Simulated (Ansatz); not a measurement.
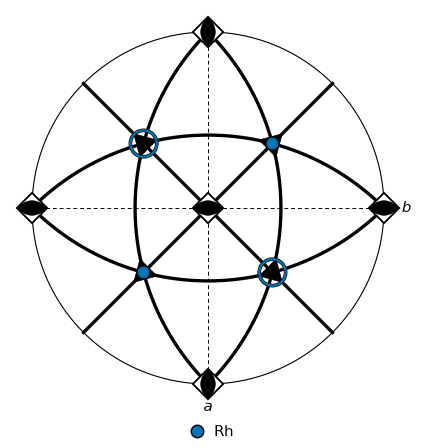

Directions from one rhodium atom at (3/4, 3/4, 3/4) to its bonded neighbours, in stereographic projection down c (filled: above the plane of the page or in it, open: below). Crystal: Rh, the input geometry of an electronic-structure calculation (not necessarily at equilibrium); the starting structure was generated, so it need not be a known form of this composition. The drawing is computed from the coordinates (standard cell, symmetry found to 0.002 Å).

Neighbours are counted up to 2.65 Å for Rh. The symmetry elements of the site are drawn in: heavy lines are mirror planes (a heavy rim: a mirror in the plane of the page); lens, triangle, square and hexagon are 2-, 3-, 4- and 6-fold axes, a lens in an open square is −4, a triangle in an open hexagon −6; thin dashed diameters join the ends of axes that lie in the page; a small open circle marks inversion.

```cif
data_structure
_symmetry_space_group_name_H-M 'P 1'
_symmetry_Int_Tables_number 1
_cell_length_a 5.4623
_cell_length_b 5.4623
_cell_length_c 5.4623
_cell_angle_alpha 90.000
_cell_angle_beta 90.000
_cell_angle_gamma 90.000
_cell_volume 162.98
loop_
_atom_site_label
_atom_site_type_symbol
_atom_site_fract_x
_atom_site_fract_y
_atom_site_fract_z
_atom_site_occupancy
Rh1 Rh 0.75000 0.75000 0.75000 1
Rh2 Rh 0.00000 0.50000 0.00000 1
Rh3 Rh 0.75000 0.25000 0.25000 1
Rh4 Rh 0.00000 0.00000 0.50000 1
Rh5 Rh 0.25000 0.75000 0.25000 1
Rh6 Rh 0.50000 0.50000 0.50000 1
Rh7 Rh 0.25000 0.25000 0.75000 1
Rh8 Rh 0.50000 0.00000 0.00000 1
```

**How many neighbours are there, and at what angles?**

4: 4 Rh at 2.37 Å. Angles between bonds: 109° (6×).

**What is the site's symmetry in the crystal?**

Point group -43m (Td), order 24: three −4 axes, four threefold axes, six mirror planes. In Fd-3m, No. 227, origin choice 1 this is Wyckoff position 8b.
